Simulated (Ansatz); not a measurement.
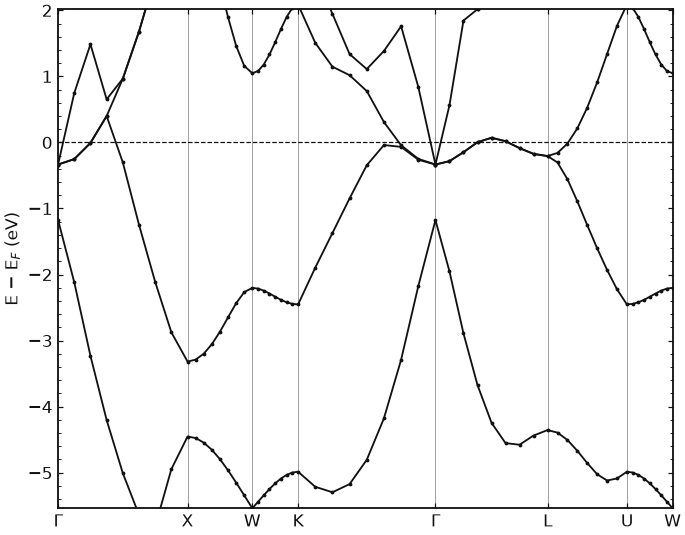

Band structure. Energies are counted from the Fermi level. The path runs straight from each named point to the next.

Q: Which Bravais lattice do the labels of the path belong to?

A: A face-centred cubic lattice: the path Γ–X–W–K–Γ–L–U–W runs through the special points of its Brillouin zone.

System: fluorite-type ZrH₂, space group Fm-3m, 3 atoms in the primitive cell.

```xyz
3
Lattice="0.0000 2.4092 2.4092 2.4092 0.0000 2.4092 2.4092 2.4092 0.0000" Properties=species:S:1:pos:R:3 pbc="T T T"
Zr    0.0000    0.0000    0.0000
H     1.2046    1.2046    1.2046
H     3.6138    3.6138    3.6138
```

Computed with Ansatz 0.2.0: LDA, all-electron LAPW, no spin polarisation, no spin-orbit coupling, 10×10×10 k mesh, Fermi-Dirac smearing of 0.05 eV.

Q: Metal, semiconductor or insulator?

A: A metal: bands cross the Fermi level along this path.

The cell is at −7 GPa in this functional. The cell is a database's computed one. Bands are joined in order of energy, so crossings between the computed points show as kinks or gaps.
